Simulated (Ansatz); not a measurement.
TiO2 (space group I4_1/amd, No. 141): the end point of a relaxation with Ansatz, DFT, PAW plane waves, r2scan; the starting structure was generated, so it need not be a known form of this composition.

```cif
data_structure
_symmetry_space_group_name_H-M 'I4_1/amd:1'
_symmetry_Int_Tables_number 141
_cell_length_a 3.7779
_cell_length_b 3.7779
_cell_length_c 9.5835
_cell_angle_alpha 90.000
_cell_angle_beta 90.000
_cell_angle_gamma 90.000
_cell_volume 136.78
loop_
_atom_site_label
_atom_site_type_symbol
_atom_site_symmetry_multiplicity
_atom_site_Wyckoff_symbol
_atom_site_fract_x
_atom_site_fract_y
_atom_site_fract_z
_atom_site_occupancy
Ti1 Ti 4 a 0.00000 0.00000 0.00000 1
O1 O 8 e 0.00000 0.00000 0.20728 1
```

Bonds are taken as O–Ti below 2.2 Å; no other contact counts. Atoms with one bond or none are removed and atoms with two bonds are replaced by edges, until no such atom is left.

What net does this leave?

The result is a binodal (3,6)-connected, three-periodic net: O is a 3-connected node; Ti is a 6-connected node, in the ratio 2:1. It is the ant net, known from anatase. It is a single net, without interpenetration.

```tsv
node	links	point symbol	coordination sequence
O	3	4²·6	3 13 16 54 42 119
Ti	6	4⁴·6²·8⁸·10	6 8 32 28 84 60
```

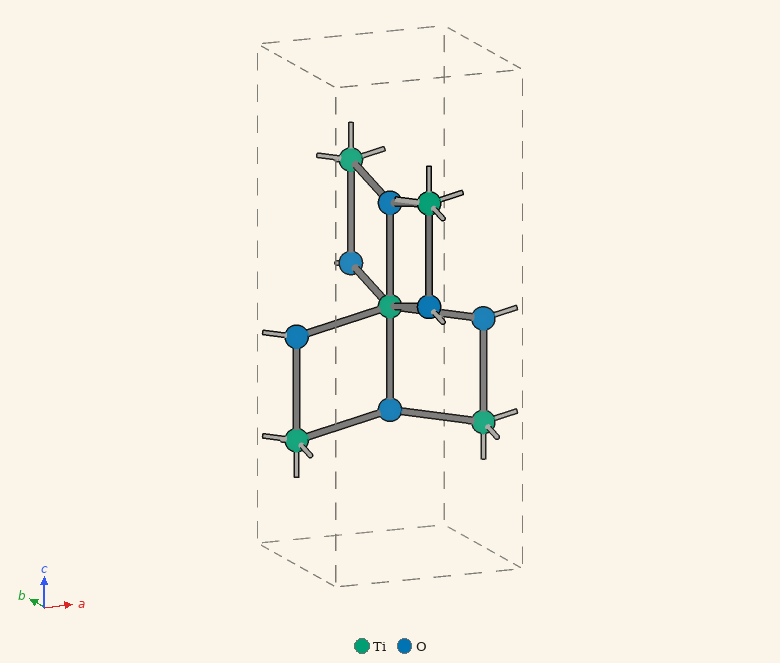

Nodes are coloured by topological kind. Edges to nodes outside the piece are drawn as stubs.
